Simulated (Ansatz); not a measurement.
```xyz
16
Lattice="5.2610 0.0000 0.0000 0.0000 5.7715 0.0000 0.0000 0.0000 10.2313" Properties=species:S:1:pos:R:3 pbc="T T T"
Ge    2.6305    1.3072    0.0000
Ge    0.0000    4.1929    0.0000
Ge    0.0000    1.3072    5.1157
Ge    2.6305    4.1929    5.1157
Ge    0.0000    1.5786    0.0000
Ge    2.6305    4.4643    0.0000
Ge    2.6305    1.5786    5.1157
Ge    0.0000    4.4643    5.1157
Ge    0.0000    0.0000    2.2318
Ge    2.6305    2.8857    2.2318
Ge    2.6305    0.0000    7.3474
Ge    0.0000    2.8857    7.3474
Ge    2.6305    0.0000    2.8839
Ge    0.0000    2.8857    2.8839
Ge    0.0000    0.0000    7.9996
Ge    2.6305    2.8857    7.9996
```

Space group Fmmm; a structure from a database of computed crystals, not necessarily the ambient phase; computed pressure about −2 GPa in this cell.

The calculation used Kohn-Sham DFT of a periodic cell, r2SCAN, Ansatz PAW (Ansatz 0.2.0).

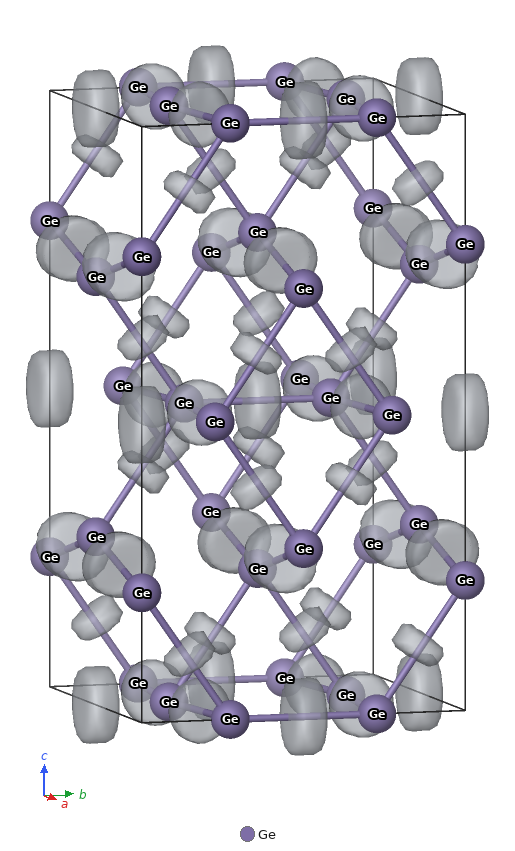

Ge. Isosurface of the ELF at 0.55 (grey), seen slightly off an axis. Only the valence region is drawn (cores and ρ < 0.01 e/Å³ removed). Sticks mark near contacts.

In a PAW calculation such maps are meaningful between the atoms, not at the nuclei.

Q: Where are the electrons localised?

A: At this value the surface marks out 36 regions between bonded Ge–Ge atoms, counted in one cell of 16 atoms. Any copies at cell faces, edges or corners count once. Along the contacts the grid gives the following. Ge–Ge (2.61 Å): the ELF peaks at about 0.70 between the atoms. Ge–Ge (2.71 Å): the ELF peaks at about 0.70 between the atoms.

Q: Metal or insulator at this level of theory?

A: It is metallic or semimetallic at this level of theory: no gap opens.
